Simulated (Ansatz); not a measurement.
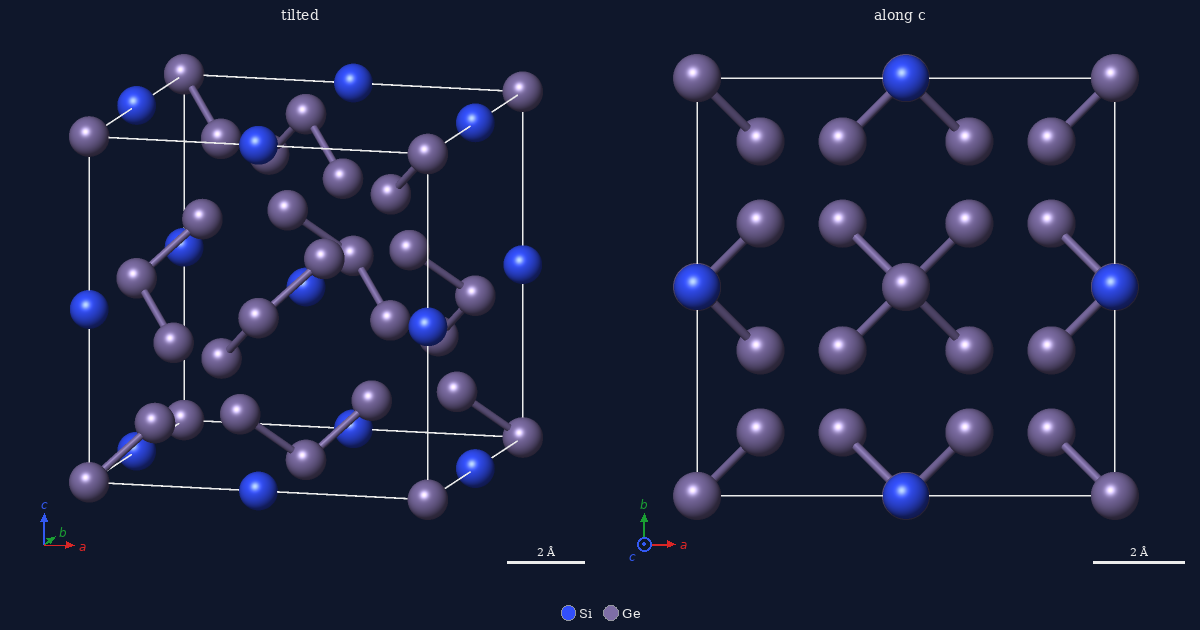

Ball-and-stick drawing of the structure, looking slightly off an axis and along the c axis. Thin lines show the conventional unit cell, with boundary atoms drawn in all their periodic places. Cell: a = 9.22 Å, b = 9.22 Å, c = 9.22 Å, α = 90.00°, β = 90.00°, γ = 90.00°.

Origin of the cell: a random cell made by a generator, so it need not be a real form of the compound. Earlier steps of the study, as a rule a relaxation of our own, may have changed the cell and positions, so they can lie some per cent off the listed ones. It was run through Ansatz as a DFT input.

Question: Describe the arrangement of the atoms.

Answer: The material is SiGe₅. The structure has F-43m (No. 216) symmetry and a face-centred cubic lattice. One cell contains 4 Si, 20 Ge, 24 atoms in all. Neighbours within bonding distance: Ge 1 to 4 (mean 1.6). Not all metal-metal contacts are counted.

Level of theory and settings: DFT PBE, scalar-relativistic, plane waves, PAW (Ansatz), plane waves up to 420 eV, k-points about 0.15 Å⁻¹ apart, Gaussian smearing of 0.1 eV, no spin polarisation.

Question: Is it conducting or gapped at this level?

Answer: A metal: bands cross the Fermi level.

Question: How charged are the atoms, by the Bader scheme?

Answer: Si +0.06 e; Ge -0.05 to +0.14 e.

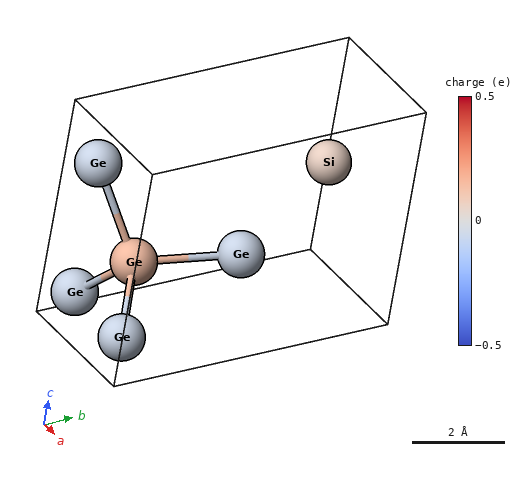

The atoms coloured by those charges. The run's cell of 6 atoms is drawn, so axes and origin can differ from the first picture.

Question: Is this an equilibrium geometry for the method given?

Answer: Yes. All forces vanish to within 0.01 eV/Å. The pressure is 0.0 GPa, close to zero.
